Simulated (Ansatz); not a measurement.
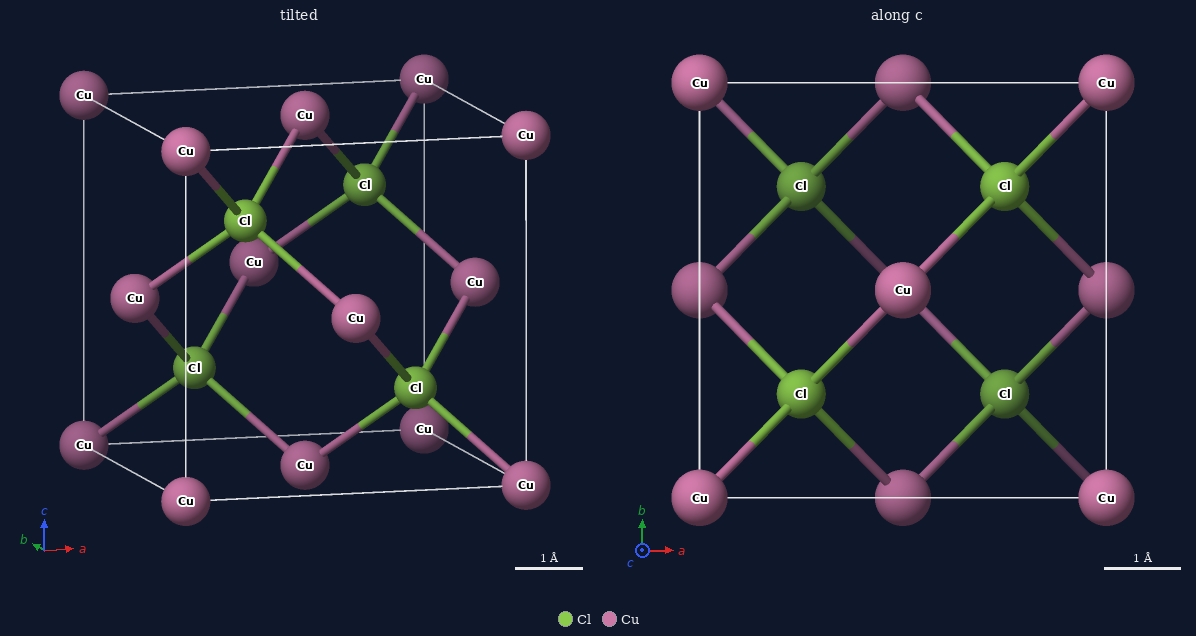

This ball-and-stick model is shown slightly off an axis and along the c axis. The frame is the drawn cell (a repeat of the simulation cell); atoms at its boundary are shown with their periodic copies.

CuCl, a = 5.358 Å, b = 5.465 Å, c = 5.358 Å, α = 90.00°, β = 90.00°, γ = 90.00°. Strictly the space group is I-4m2 (No. 119, within 0.01 Å). It is a distorted form of a face-centred cubic structure, space group F-43m (No. 216) within 0.25 Å: zinc blende (sphalerite type). The structure comes from a structure type filled with these elements by a generator (whether the compound takes this form wasn't checked). The cell was then strained or its atoms displaced on purpose. A calculation with Ansatz used it as input.

This one geometry was computed with Ansatz (DFT, plane waves, PAW) at three levels of theory: r2SCAN, HSE06 and PBE. It was relaxed with r2SCAN and then strained.

> Which level gives the highest pressure at this volume, and what does that say about its equilibrium volume?

Highest: HSE06 (1.5 GPa), which points to the largest equilibrium volume. Lowest, with the smallest volume: r2SCAN (-1.1 GPa). Levels within 0.5 GPa of each other can't be told apart.

> How does the band gap change with the level of theory?

PBE: a gap of 0.55 eV, direct; r2SCAN: a gap of 0.92 eV, direct; HSE06: a gap of 2.37 eV, direct.

> Collect the results in a table.

| level | cutoff (eV) | k-mesh of the run's cell | gap (eV) | pressure (GPa) |
| --- | --- | --- | --- | --- |
| r2SCAN | 500 | 8×8×8 | 0.92 | -1.1 |
| HSE06 | 420 | 6×6×6 | 2.37 | 1.5 |
| PBE | 420 | 8×8×8 | 0.55 | 0.9 |

Gaps are taken on the k-mesh or band path of each run.
